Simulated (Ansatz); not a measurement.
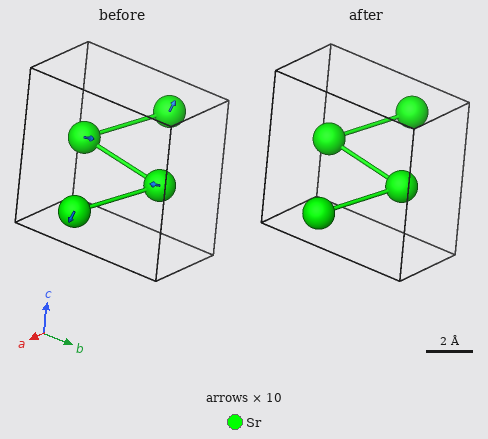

The structure of solid Sr (built on the database_140 type) before (left) and after (right) a relaxation, at one scale. The blue arrows give the displacements (the part carried along by the change of the cell is left out), magnified 10 times.

The picture is a ball-and-stick view of the cell of the calculation, seen slightly off an axis.

Case: structure listed in a database for this formula (I4/mcm, No. 140).

All numbers below come from Ansatz 0.2.0, DFT PBE, scalar-relativistic, plane waves, PAW.

The input:
```yaml
crystal:
  lattice:
    - [-4.1585048905, 4.1585048905, 3.5768060722]
    - [4.1585048905, -4.1585048905, 3.5768060722]
    - [4.1585048905, 4.1585048905, -3.5768060722]
  atoms:
    - { symbol: Sr, position: [0.16454952, 0.66454952, 0.82909903] }
    - { symbol: Sr, position: [0.83545048, 0.33545048, 0.17090097] }
    - { symbol: Sr, position: [0.66454952, 0.83545048, 0.5] }
    - { symbol: Sr, position: [0.33545048, 0.16454952, 0.5] }
basis:
  ecutwfc: 420
kpoints:
  mp_grid: { grid: [8, 8, 8] }
hamiltonian:
  xc: pbe
scf:
  occupations: { method: gaussian, width: 0.1 }
output:
  forces: true
  stress: true
  eigenvalues: true
relax:
  adjacent_minimum: "off"
  f_tol: 0.01
  max_steps: 80
  cell: { stress_tol: 0.05 }
```

Q: Summarise the run.

A: The largest moves relative to the cell, 0.062 Å, are those of Sr1, Sr2, Sr3 and Sr4. Sr2 goes along [−1 −1 −2]. The drawn cell changes as follows: a = b = c 6.883 → 6.774 Å (−1.6 %), α 105.7° → 106.2°, β 105.7° → 106.2°, γ 117.4° → 116.3°; the volume changes by −4.3 %. Some distances before and after: Sr1–Sr3 4.395 → 4.271 Å, Sr1–Sr2 4.103 → 4.023 Å, Sr1–Sr2 (another image) 3.871 → 3.911 Å. The space group stays I4/mcm (No. 140). Over 4 accepted moves (5 points after the start) the energy falls by 6.1 meV per atom. Largest force component: 0.086 eV/Å at the start, 0.00067 eV/Å at the end. Pressure: −0.28 GPa at the start and 0.00 GPa at the end. The SCF was repeated once at an unchanged geometry on a basis and grid sized afresh for the cell, which shifted the energy by less than 0.05 meV per atom at most. The run took about 110 core-seconds on a shared host.
